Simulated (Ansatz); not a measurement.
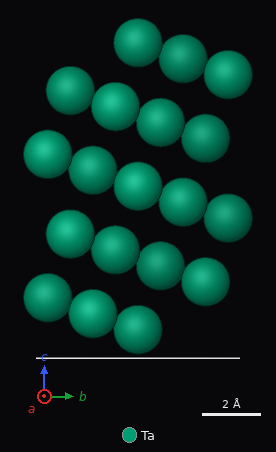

This is the input geometry for a relaxation of a slab of composition Ta (cut from the Im-3m phase). The picture is a spheres-only view of the 2 × 1 repeat of the cell, outlined in the plane, without the vacuum (origin shifted), seen along the a axis.

The slab is the (2 2 1) face of Ta.

Method: Ansatz, DFT PBE, scalar-relativistic, plane waves, PAW.

Input file:
```yaml
crystal:
  lattice:
    - [4.6938512163, 0.0, 0.0]
    - [-2.3469256082, 7.0407768245, 0.0]
    - [0.0, 0.0, 24.9571620748]
  atoms:
    - { symbol: Ta, position: [0.3888888889, 0.7777777778, 0.3005149375] }
    - { symbol: Ta, position: [0.7777777778, 0.5555555556, 0.3226799444] }
    - { symbol: Ta, position: [0.1666666667, 0.3333333333, 0.3448449514] }
    - { symbol: Ta, position: [0.5555555556, 0.1111111111, 0.3670099583] }
    - { symbol: Ta, position: [0.9444444444, 0.8888888889, 0.3891749653] }
    - { symbol: Ta, position: [0.3333333333, 0.6666666667, 0.4113399722] }
    - { symbol: Ta, position: [0.7222222222, 0.4444444444, 0.4335049792] }
    - { symbol: Ta, position: [0.1111111111, 0.2222222222, 0.4556699861] }
    - { symbol: Ta, position: [0.5, 0.0, 0.4778349931] }
    - { symbol: Ta, position: [0.8888888889, 0.7777777778, 0.5] }
    - { symbol: Ta, position: [0.2777777778, 0.5555555556, 0.5221650069] }
    - { symbol: Ta, position: [0.6666666667, 0.3333333333, 0.5443300139] }
    - { symbol: Ta, position: [0.0555555556, 0.1111111111, 0.5664950208] }
    - { symbol: Ta, position: [0.4444444444, 0.8888888889, 0.5886600278] }
    - { symbol: Ta, position: [0.8333333333, 0.6666666667, 0.6108250347] }
    - { symbol: Ta, position: [0.2222222222, 0.4444444444, 0.6329900417] }
    - { symbol: Ta, position: [0.6111111111, 0.2222222222, 0.6551550486] }
    - { symbol: Ta, position: [0.0, 0.0, 0.6773200556] }
    - { symbol: Ta, position: [0.3888888889, 0.7777777778, 0.6994850625] }
basis:
  ecutwfc: 420
kpoints:
  mp_grid: { grid: [8, 5, 1] }
hamiltonian:
  xc: pbe
scf:
  occupations: { method: gaussian, width: 0.1 }
output:
  forces: true
  eigenvalues: true
  write_density: true
  write_potential: true
  elf: true
  volumetric_format: npy
relax:
  adjacent_minimum: "off"
  f_tol: 0.02
  max_steps: 60
efield:
  axis: 3
  dipole_correction: true
  ramp_width: 0.04
```

Run as
```bash
ansatz run input.yaml --threads 8 --pin off --max-ram 15360MiB --backend cpu --events-out ev --progress --plain --runs-dir out
```

Predict the outcome.

Answer. Over 4 geometry steps the energy falls by 0.967 eV per cell of the calculation. Largest force component: 2 eV/Å at the start, 0.018 eV/Å at the end. The largest moves, 0.34 Å, are those of Ta1 and Ta19. Ta1 goes at 12° to the normal (+c side). The lattice vectors keep their values. Some distances before and after: Ta15–Ta19 3.319 → 3.064 Å, Ta14–Ta19 2.874 → 2.623 Å, Ta17–Ta19 3.319 → 3.117 Å, Ta16–Ta18 3.319 → 3.159 Å. Cost: 5.9 min on 8 threads of Arm Neoverse V1 (shared host), peak memory 5.1 GiB.

The structure at the end:

```xyz
19
Lattice="4.6939 0.0000 0.0000 -2.3469 7.0408 0.0000 0.0000 0.0000 24.9572" Properties=species:S:1:pos:R:3 pbc="T T T"
Ta    0.0034    5.4058    7.8309
Ta    2.3465    3.8344    8.1944
Ta   -0.0004    2.3987    8.6510
Ta    2.3461    0.8392    9.1976
Ta    2.3463    6.2649    9.6083
Ta   -0.0002    4.6881   10.3538
Ta    2.3456    3.1201   10.8529
Ta   -0.0013    1.5575   11.3787
Ta    2.3464    0.0032   11.9092
Ta    2.3469    5.4762   12.4786
Ta    0.0005    3.9084   13.0479
Ta    2.3483    2.3540   13.5785
Ta    0.0013    0.7914   14.1043
Ta    0.0002    6.2642   14.6033
Ta    2.3475    4.6874   15.3488
Ta    0.0008    3.0723   15.7595
Ta    2.3473    1.5129   16.3062
Ta    0.0004    0.0772   16.7627
Ta   -0.0035    5.5466   17.1262
```

The end point in the same view:

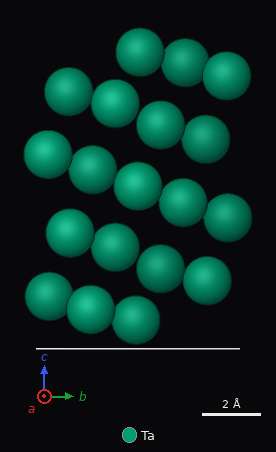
